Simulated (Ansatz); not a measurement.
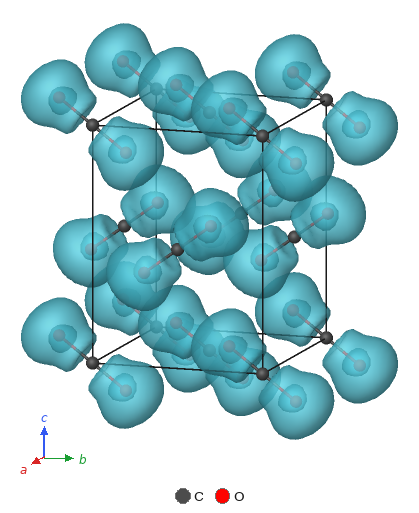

The picture shows: CO$_{2}$. Isosurface of the electron localisation function at 0.7 (cyan), seen slightly off an axis. Only the valence region is drawn (cores and ρ < 0.01 e/Å³ removed). Sticks mark near contacts.

Space group Cmce; a structure from a database of computed crystals, not necessarily the ambient phase; started from the database structure prototype, which need not be the ambient phase.

All numbers below come from Ansatz, DFT, r2SCAN, plane waves, PAW.

In a PAW calculation such maps are meaningful between the atoms, not at the nuclei.

```yaml
crystal:
  lattice:
    - [5.28581, 0.00000, 0.00000]
    - [0.00000, 4.75975, 0.00000]
    - [0.00000, 0.00000, 6.42703]
  atoms:
    - { symbol: C, position: [0.00000, 0.00000, 0.00000] }
    - { symbol: C, position: [0.50000, 0.50000, 0.00000] }
    - { symbol: C, position: [0.00000, 0.50000, 0.50000] }
    - { symbol: C, position: [0.50000, 0.00000, 0.50000] }
    - { symbol: O, position: [0.00000, 0.19627, 0.89287] }
    - { symbol: O, position: [0.50000, 0.69627, 0.89287] }
    - { symbol: O, position: [0.00000, 0.80373, 0.10713] }
    - { symbol: O, position: [0.50000, 0.30373, 0.10713] }
    - { symbol: O, position: [0.00000, 0.30373, 0.39287] }
    - { symbol: O, position: [0.50000, 0.80373, 0.39287] }
    - { symbol: O, position: [0.00000, 0.69627, 0.60713] }
    - { symbol: O, position: [0.50000, 0.19627, 0.60713] }
```

Q: What do the ELF domains correspond to?

A: At this value the surface marks out eight regions on O in which the atom's valence shell and bonds are merged, counted in one cell of 12 atoms. Regions shared between cells count once. Along the contacts the grid gives the following. C–O (1.16 Å): the ELF peaks at about 0.80 between the atoms (inside overlapping PAW spheres, so only a guide) (a short, multiple covalent bond).

Q: Does the calculation give a band gap?

A: It is gapped, with a Kohn–Sham gap of 7.3 eV on the k-point mesh (the band edges may lie off the mesh, which would make the gap smaller).
